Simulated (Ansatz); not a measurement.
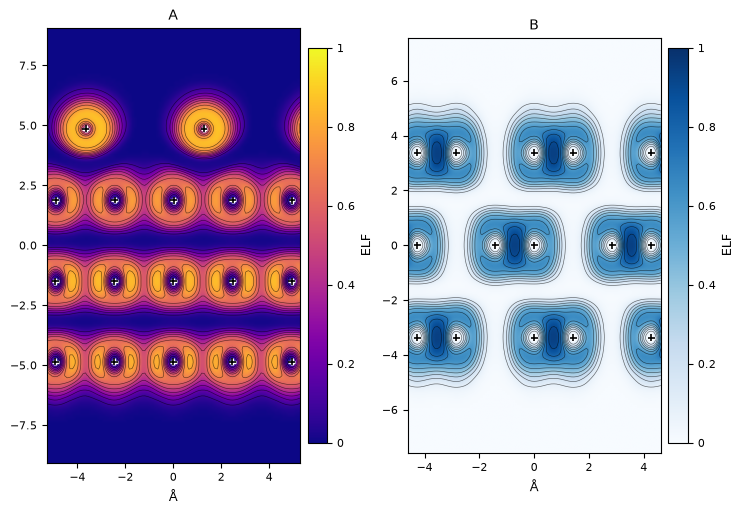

The electron localisation function of 2 systems, each on a plane through atoms (crosses mark nuclei in the plane).

Level of theory: DFT PBE+D3(BJ), scalar-relativistic, plane waves, PAW (Ansatz 0.2.0).

System 1: C12O (slab), the (010) plane of the calculation cell, a cut from vacuum to vacuum. 

```cif
data_structure
_symmetry_space_group_name_H-M 'P 1'
_symmetry_Int_Tables_number 1
_cell_length_a 4.9299
_cell_length_b 4.9299
_cell_length_c 26.3942
_cell_angle_alpha 90.000
_cell_angle_beta 90.000
_cell_angle_gamma 120.000
_cell_volume 555.55
loop_
_atom_site_label
_atom_site_type_symbol
_atom_site_fract_x
_atom_site_fract_y
_atom_site_fract_z
_atom_site_occupancy
C1 C 0.00000 0.00000 0.32204 1
C2 C 0.00000 0.50000 0.32204 1
C3 C 0.50000 0.00000 0.32204 1
C4 C 0.50000 0.50000 0.32204 1
C5 C 0.16667 0.33333 0.32204 1
C6 C 0.16667 0.83333 0.32204 1
C7 C 0.66667 0.33333 0.32204 1
C8 C 0.66667 0.83333 0.32204 1
C9 C 0.99640 0.98998 0.44953 1
C10 C 0.99640 0.48998 0.44953 1
C11 C 0.49640 0.98998 0.44953 1
C12 C 0.49640 0.48998 0.44953 1
C13 C 0.32973 0.15665 0.44953 1
C14 C 0.32973 0.65665 0.44954 1
C15 C 0.82973 0.15665 0.44954 1
C16 C 0.82974 0.65665 0.44954 1
C17 C 0.99720 0.98675 0.57783 1
C18 C 0.99724 0.48669 0.57784 1
C19 C 0.49736 0.98676 0.57785 1
C20 C 0.49730 0.48677 0.57791 1
C21 C 0.16388 0.32014 0.57786 1
C22 C 0.16395 0.82015 0.57793 1
C23 C 0.66405 0.32016 0.57785 1
C24 C 0.66402 0.82022 0.57785 1
O1 O 0.39305 0.29512 0.69059 1
O2 O 0.26311 0.00710 0.69068 1
```

System 2: C (slab), the (110) plane of the calculation cell, a cut from vacuum to vacuum. 

> Match each panel to its system.

Panel A is system 1, C12O: the plane holds C and O. Panel B is system 2, C: the plane holds C. C–C (1.42 Å): the ELF peaks at about 0.95 between the atoms: a covalent bond.
